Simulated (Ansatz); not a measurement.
Zn2Ga2O5 (interface cell)

```cif
data_structure
_symmetry_space_group_name_H-M 'P 1'
_symmetry_Int_Tables_number 1
_cell_length_a 3.0833
_cell_length_b 5.8776
_cell_length_c 23.3448
_cell_angle_alpha 90.000
_cell_angle_beta 90.000
_cell_angle_gamma 90.000
_cell_volume 423.06
loop_
_atom_site_label
_atom_site_type_symbol
_atom_site_fract_x
_atom_site_fract_y
_atom_site_fract_z
_atom_site_occupancy
O1 O 0.50000 0.85880 0.03504 1
O2 O 0.50000 0.40177 0.03411 1
Ga1 Ga 0.00000 0.64505 0.03818 1
Ga2 Ga 0.50000 0.12965 0.07687 1
O3 O 0.00000 0.12540 0.12131 1
O4 O 0.00000 0.63000 0.12342 1
Ga3 Ga 0.50000 0.62450 0.16796 1
Ga4 Ga 0.00000 0.14254 0.20524 1
O5 O 0.50000 0.34954 0.20788 1
O6 O 0.50000 0.89608 0.21219 1
O7 O 0.00000 0.09868 0.29177 1
O8 O 0.00000 0.64575 0.29690 1
Ga5 Ga 0.50000 0.85336 0.29833 1
Ga6 Ga 0.00000 0.36958 0.33584 1
O9 O 0.50000 0.35999 0.38089 1
O10 O 0.50000 0.87387 0.38243 1
Ga7 Ga 0.00000 0.86892 0.42659 1
Ga8 Ga 0.50000 0.37720 0.46534 1
O11 O 0.00000 0.59381 0.46773 1
O12 O 0.00000 0.12938 0.47340 1
O13 O 0.50000 0.37214 0.55201 1
O14 O 0.00000 0.88038 0.58889 1
Zn1 Zn 0.00000 0.54454 0.57984 1
Zn2 Zn 0.50000 0.04295 0.55808 1
O15 O 0.00000 0.51290 0.66948 1
O16 O 0.50000 0.01035 0.70991 1
Zn3 Zn 0.50000 0.34204 0.69838 1
Zn4 Zn 0.00000 0.85417 0.67701 1
O17 O 0.50000 0.37384 0.78763 1
O18 O 0.00000 0.85556 0.82549 1
Zn5 Zn 0.00000 0.54884 0.80660 1
Zn6 Zn 0.50000 0.04285 0.80374 1
O19 O 0.00000 0.61492 0.95005 1
O20 O 0.50000 0.11872 0.90654 1
Zn7 Zn 0.50000 0.40121 0.94463 1
Zn8 Zn 0.00000 0.91810 0.91548 1
```

Theory: Ansatz, DFT PBE, scalar-relativistic, plane waves, PAW.

### What can the converged valence pseudo-density and electron localisation function tell about the bonding?

Ga–O (1.85 Å): the density is about 0.81 e/Å³ at the midpoint; the ELF peaks at about 0.80 in the valence shell of O, 0.6 Å from its nucleus, and is about 0.40 at the midpoint.
Ga–O (1.97 Å): ρ at the midpoint is about 0.63 e/Å³; the ELF peaks at about 0.85 in the valence shell of O, 0.6 Å from its nucleus, and is about 0.35 at the midpoint.

### Metal or insulator at this level of theory?

It is gapped, with a Kohn–Sham gap of 0.57 eV on the k-point mesh (the band edges may lie off the mesh, which would make the gap smaller).

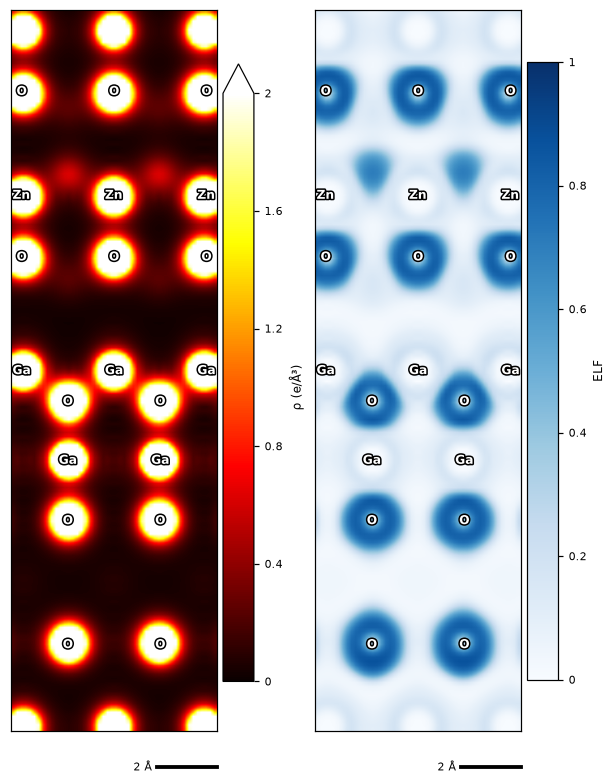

Computed valence pseudo-density and electron localisation function on the (010) plane of the calculation cell, in this order. Atoms just off the plane (Zn, 0.3 Å away and O, 0.8 Å away) can leave unmarked features too.

In a PAW calculation such maps are meaningful between the atoms, not at the nuclei.
